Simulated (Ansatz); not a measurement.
**A series of single points on Sb**

System: Sb (1 atom in the cell).
Method: DFT, PBE, all-electron LAPW, scalar-relativistic, no spin polarisation (Ansatz 0.2.0).

The 6 runs differ only in the geometry, by a strain of the cell at fixed fractional positions. Against run 4, the strain is εzz = η. The structure derives from an entry of the Crystallography Open Database.

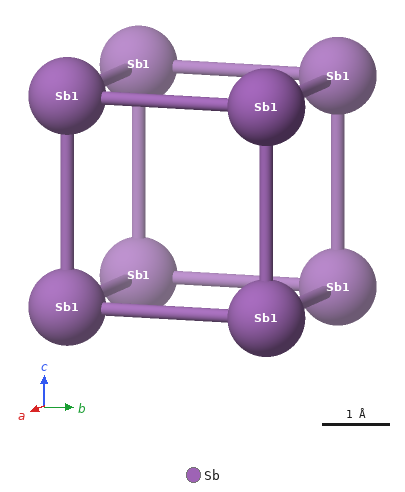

Figure 1. The structure of run 4 (ball-and-stick view of the cell of the calculation, seen slightly off an axis; atoms are numbered from 1 in the order of the input).

**Input of run 4**
```yaml
crystal:
  lattice:
    - [3.16, 0.0, 0.0]
    - [0.0, 3.16, 0.0]
    - [0.0, 0.0, 3.1916]
  atoms:
    - { symbol: Sb, position: [0.0, 0.0, 0.0] }
kpoints:
  mp_grid: { grid: [13, 13, 13] }
  band_path:
    path:
      - [0.0, 0.0, 0.0]
      - [0.0, 0.5, 0.0]
      - [0.5, 0.5, 0.0]
      - [0.0, 0.0, 0.0]
      - [0.0, 0.0, 0.5]
      - [0.0, 0.5, 0.5]
      - [0.5, 0.5, 0.5]
      - [0.0, 0.0, 0.5]
      - [0.0, 0.5, 0.0]
    npoints: 5
scf:
  occupations: { method: fermi_dirac, width: 0.05 }
hamiltonian:
  xc: pbe
  pseudopotentials: { kind: all_electron, lapw: { basis_error: 0.001 } }
output:
  forces: true
  stress: true
  eigenvalues: true
```

Command:
```bash
ansatz run input.yaml --threads 1 --pin off --max-ram 3072MiB --backend cpu --events-out ev --progress --plain --runs-dir out
```

Lattice vectors (Å) and fractional positions of run 4:
```
   3.160000    0.000000    0.000000
   0.000000    3.160000    0.000000
   0.000000    0.000000    3.191600
Sb  0.000000  0.000000  0.000000
```

Run 3 differs from it as follows:
```diff
-    - [0.0, 0.0, 3.1916]
+    - [0.0, 0.0, 3.1284]
```

**Results, with one run withheld**

```tsv
run	strain parameter η (%)	free energy per atom, from the lowest run given (meV)	pressure (GPa)
1	−3.9604	2.74	−0.93
2	−2.9703	0.00	−1.51
3	−1.9802	?	?
4	0.0000	10.26	−2.91
5	0.9901	18.94	−3.27
6	1.9802	29.73	−3.59
```

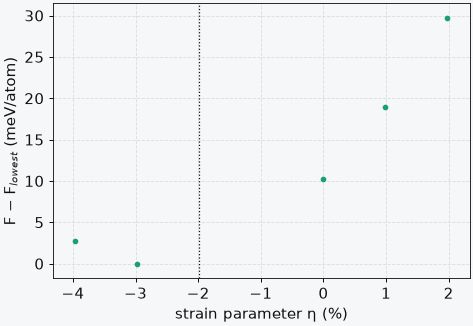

Figure 2. Free energy per atom of the runs given; the dotted line marks run 3.

What should run 3 give?

A cubic polynomial in the coordinate, fitted to the 5 runs given, misses them by at most 0.01 meV per atom. With x = η + 0.7921, it reads F = 5.079 + 5.5114 x + 1.3538 x² − 0.048287 x³ (meV per atom). At run 3 it gives 0.52 meV per atom, and the run itself gives 0.52. The fit has its minimum at η = −2.6441 %.

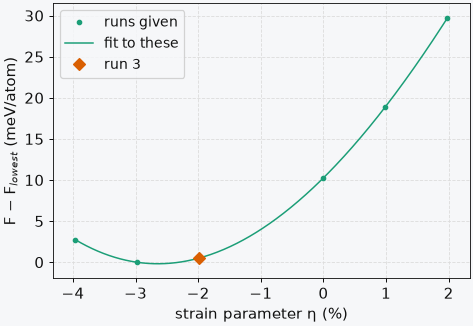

Figure 3. The fit and the withheld run.

**Output, shortened to warnings, some set-up lines, iterations and results (run 3)**
```
Basis set: ecut = 189.26111676556718 eV, 179 PW (Γ), exchange–correlation at level 2
Symmetry: 16 space group operations
k-points: 196 of 2197
Initial density: superposition of atomic densities (chi_scale 0.1, normalization cell)
[...]
SCF iter   1: F=—  HF=-176368.144806 eV  |F-HF|=—  |Δ(HF+E_count)|=         —  Δρ=8.47e-3  dr2=1.63e-2  ethr=7.06e-5  ⟨swp⟩=3.2  Hψ=21831  notcnv=0
SCF iter   2: F=—  HF=-176368.144880 eV  |F-HF|=—  |Δ(HF+E_count)|=   7.41e-5  Δρ=5.82e-3  dr2=9.37e-3  ethr=7.06e-5  ⟨swp⟩=2.0  Hψ=8734  notcnv=0
SCF iter   3: F=—  HF=-176368.148176 eV  |F-HF|=—  |Δ(HF+E_count)|=   3.30e-3  Δρ=1.30e-3  dr2=4.48e-4  ethr=1.94e-6  ⟨swp⟩=2.0  Hψ=15200  notcnv=0
SCF iter   4: F=—  HF=-176368.148042 eV  |F-HF|=—  |Δ(HF+E_count)|=   1.34e-4  Δρ=1.52e-4  dr2=9.35e-6  ethr=1.94e-6  ⟨swp⟩=2.1  Hψ=8760  notcnv=0
SCF iter   5: F=—  HF=-176368.148054 eV  |F-HF|=—  |Δ(HF+E_count)|=   1.19e-5  Δρ=3.06e-5  dr2=3.04e-7  ethr=4.07e-8  ⟨swp⟩=3.0  Hψ=9153  notcnv=0
SCF iter   6: F=-176368.148055 eV  HF=-176368.148055 eV  |F-HF|=4.66e-9  |Δ(HF+E_count)|=   1.06e-6  Δρ=2.38e-6  dr2=1.66e-9  ethr=1.32e-9  ⟨swp⟩=3.0  Hψ=9231  notcnv=0
SCF 1 converged in 6 iterations: F = -176368.148055 eV  dr2 = 1.66e-9
the search or the solves at the SCF's close seem to have found levels that the self-consistency loop had missed (the run counts 1). By its estimate they hold under 1e-12 electrons; where the run keeps them, the occupations were computed again with them
NSCF: frozen V_eff on 41 k-points
SCF converged after 6 iterations
Free energy (F): -176368.148055 eV
Harris-Foulkes:  -176368.148055 eV  (|F-HF|=4.66e-9)
Internal energy: -176368.145098 eV  (E = F + TS)
E sigma→0 (E₀):  -176368.146577 eV
Entropy (-TS):   -0.002957 eV (-2.957 meV/atom)
Fermi energy:    11.888542 eV
--- Per-component energies (eV) ---
  E_band       = -915.451846
  E_kinetic    = 185869.881069
  E_xc         = -4643.232885
  E_electrostatic = -357594.793282  (all electrons and nuclei)
  E_smearing   = -0.002957  (= −TS)
  E_closure    = 0.000000  (closes the sum)
  E_atoms      = -176364.064481  (free atoms, spherical and without spin; not in F)
  Σ components = -176368.148055   (vs F -176368.148055, Δ=0.00e0)
  Basis errors (estimates in eV, not in F): energy 3.3e-4 per atom: plane waves 3.2e-4 (1.8e-4 summed), levels above the bands 1.3e-66, relativity 4.0e-8, radial functions 7.1e-6, core shells 3.1e-10; eigenvalues (radial functions only) 5.1e-6; not estimated: angular momenta, meshes, grids; target …
--- Forces (eV/Å), atoms counted from 1 ---
  atom   1  Sb    -0.00000000     0.00000000     0.00000000
  max |Σ_I F_I| component: 5.42e-31 eV/Å
--- Stress (GPa, compression-positive) ---
       -2.521356       0.000000       0.000000
        0.000000      -2.521356       0.000000
        0.000000       0.000000      -1.055594
  P = ⅓ Tr σ = -2.0328 GPa (-20.328 kbar)
```
